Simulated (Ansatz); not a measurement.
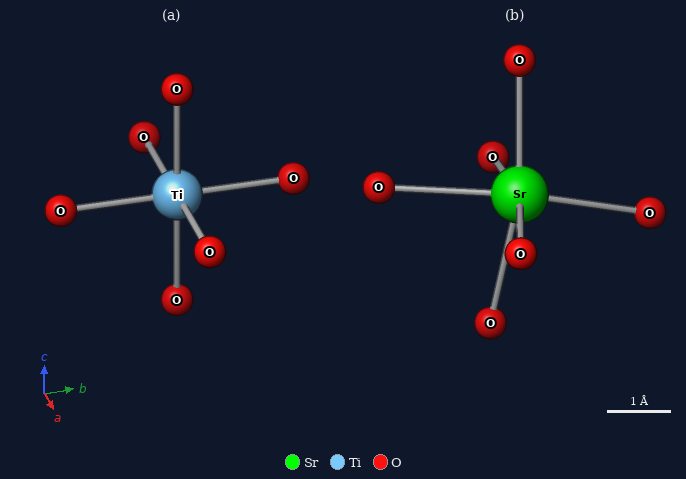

Left: perfect SrTiO$_{3}$. Right: the same region with one point defect, after relaxing the atoms in a supercell of 40 sites. The picture is a ball-and-stick view of the atoms within 3.3 Å of one point, seen from a free direction.

Theory: DFT, PBEsol, PAW, plane waves (Ansatz). Set-up: plane-wave cutoff 420 eV; k-point mesh 1 × 1 × 1; mesh shifted by (0.25, 0.25, 0.25); collinear spin. Fermi-Dirac smearing of 0.01 eV. A uniform background neutralises the charged cell. The axes drawn are those of the host's conventional cell.

### What kind of defect was made?

A titanium atom is replaced by strontium.

The charge state of the cell is −1.

### What does the relaxation do around it?

In the host the Ti atom has 6 O at 1.95 Å; the Sr atom ends with 6 O at 2.22 to 2.27 Å. Of the host's atoms, an oxygen atom moves furthest from its site, by 0.63 Å. The cell's net moment is 1.00 μB.

Limits of the set-up: the periodic images lie only 7.8 Å apart, so the values are limited by the cell's size; the cell is charged, on a uniform background, and energies carry no finite-size correction.
